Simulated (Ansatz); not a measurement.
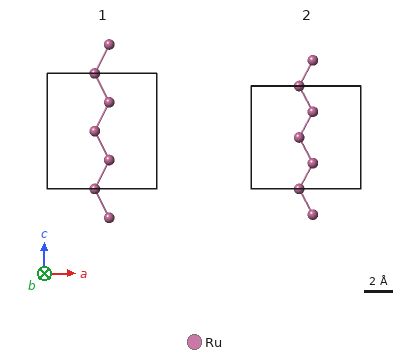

Two geometries of a wire of composition Ru, drawn at one scale. One is the start of a relaxation, the other its converged end. Style: ball-and-stick. Shown: the 2 repeat of the cell, with the vacuum cut short, along the b axis.

These are results of DFT PBEsol, scalar-relativistic, plane waves, PAW (Ansatz), not measurements. Settings: plane-wave cutoff 420 eV; k-point mesh 1 × 1 × 15; occupations gaussian; smearing width 0.05 eV; collinear spin; cell relaxed at fixed a, b, alpha, beta, gamma; force threshold 0.01 eV/Å; at most 45 steps.

Question: Which of the two is the end point?

Answer: Structure 2 is the relaxed one. Case: zigzag chain of atoms. The largest moves relative to the layer's centre, 0.027 Å, are those of Ru atoms. Along the periodic axis the drawn cell goes c 8.530 → 7.595 Å (−11.0 %). Near-neighbour distances that change, for instance: Ru–Ru 2.384 → 2.152 Å. Bond angles that change, for instance: Ru–Ru–Ru 126.9° → 123.8°. The energy falls by 1.002 eV per cell of the calculation in 6 accepted moves (8 points after the start). Largest force component: 2.7 eV/Å at the start, 0.0046 eV/Å at the end. The line search rejected the trial step at point 6 of the run. At 1 point the geometry stayed and the basis and grid were re-selected for the new cell (energy shift of 2.3 meV per cell of the calculation at most each time). The program noted that the starting moments weren't kept.

Limits of the set-up: the k-point mesh is coarse for a cell with partly filled bands.
